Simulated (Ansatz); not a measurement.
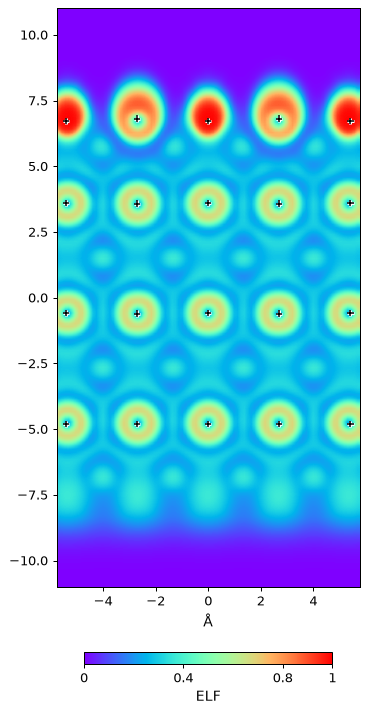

The ELF on a plane through atoms (crosses mark nuclei in the plane).

Level of theory: DFT LDA, scalar-relativistic, plane waves, PAW (Ansatz 0.2.0).

Candidates:
A. H3Ru28O (slab), a = 5.41 Å, b = 5.41 Å, c = 30.25 Å, α = 90.00°, β = 90.00°, γ = 60.00°. Computed without spin polarisation.
B. PbS, a = 5.85 Å, b = 5.85 Å, c = 5.85 Å, α = 90.00°, β = 90.00°, γ = 90.00°. Space group Fm-3m; a generated structure, not necessarily the stable one.

Question: Which candidate gave the map?

Answer: Candidate A: H3Ru28O on the (010) plane of the calculation cell, a cut from vacuum to vacuum, which holds Ru, O and H.
